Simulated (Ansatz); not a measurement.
Consider ZnSe (Stilleite).

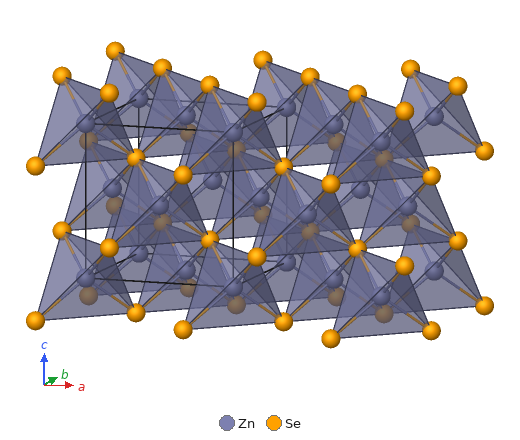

The structure (zinc blue, selenium orange). 2×1×1 conventional cells are drawn. Some periodic images of atoms are drawn too.

```cif
data_structure
_symmetry_space_group_name_H-M 'P 1'
_symmetry_Int_Tables_number 1
_cell_length_a 4.0076
_cell_length_b 4.0076
_cell_length_c 4.0076
_cell_angle_alpha 60.000
_cell_angle_beta 60.000
_cell_angle_gamma 60.000
_cell_volume 45.51
loop_
_atom_site_label
_atom_site_type_symbol
_atom_site_fract_x
_atom_site_fract_y
_atom_site_fract_z
_atom_site_occupancy
Zn1 Zn 0.00000 0.00000 0.00000 1
Se2 Se 0.25000 0.25000 0.25000 1
```

The cell and positions come from the Crystallography Open Database and are kept as given unless a step says otherwise.

Gaps computed with Ansatz 0.2.0 without a self-energy: PBE 1.28 eV and HSE06+SOC 2.29 eV.

Q: What gap should G0W0 on PBE give (8×8×8 mesh, 765 empty bands, screening to 380 eV, hard PAW files)?

About 2.36 eV: on its mesh the run moves the gap from 1.29 eV by +1.07 eV. Bands and cutoff are finite, so the gap is not at the basis limit. The miss can reach some tenths of an eV and take either sign; the mesh is an error of its own. The many-body steps are scalar-relativistic: spin-orbit coupling is not in them.

[Paths, hosts, dates, memory and timing lines, banners, echoed tables and standing remarks are left out of the program output.]

[Logs are printed without paths, hosts, clocks, repeated set-up lines and the standing remarks that a program may print on its own settings, such as how far it seeks lower states.]

[Runs of the session that timed out or met a known fault of the program may be left out.]

[Cells called generated may have been cut or substituted from an entry of the Crystallography Open Database or the Materials Project.]

[Hosts, paths, dates, database ids (printed as entryN), source tags and the programs' standing remarks are cut or masked in the printed files.]
